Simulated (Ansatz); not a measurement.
Take the following structure.

```
CELL_PARAMETERS angstrom
3.67431 0.00000 0.00000
-1.83715 3.18204 0.00000
0.00000 0.00000 6.22883
ATOMIC_POSITIONS crystal
Sn 0.00000 0.00000 0.00000
S 0.33333 0.66667 0.23465
S 0.66667 0.33333 0.76535
```

### Give a crystallographic description of this input.

The solid is SnS₂. It takes space group P-3m1 (No. 164) on a primitive hexagonal lattice. The arrangement is known as cadmium iodide (CdI₂, 1T) type. In the cell are 1 Sn, 2 S, which makes 1 formula unit. The polyhedra are SnS6 octahedra; they share edges. Sn is linked to six S in an octahedral arrangement at 2.58 Å. S is linked to three Sn in a trigonal pyramidal arrangement at 2.58 Å. The bonds build SnS2 layers parallel to (001).

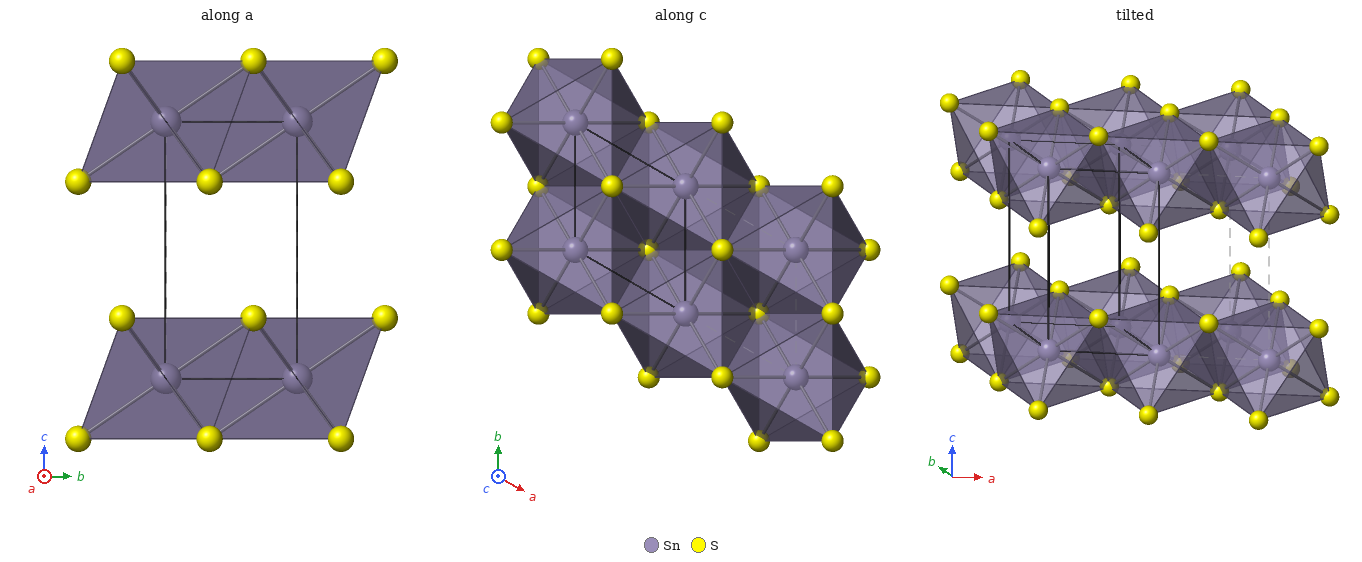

View along the a axis, along the c axis and slightly off an axis, drawn as a polyhedral model. A block of 2×1×1 cells is shown, with one conventional unit cell in solid outline. Some atoms of the next cells are drawn as well.

The cell started as a structure listed in the Materials Project. Earlier steps of the study may have refined or changed the cell and positions. Ansatz was used for an electronic-structure calculation on it.
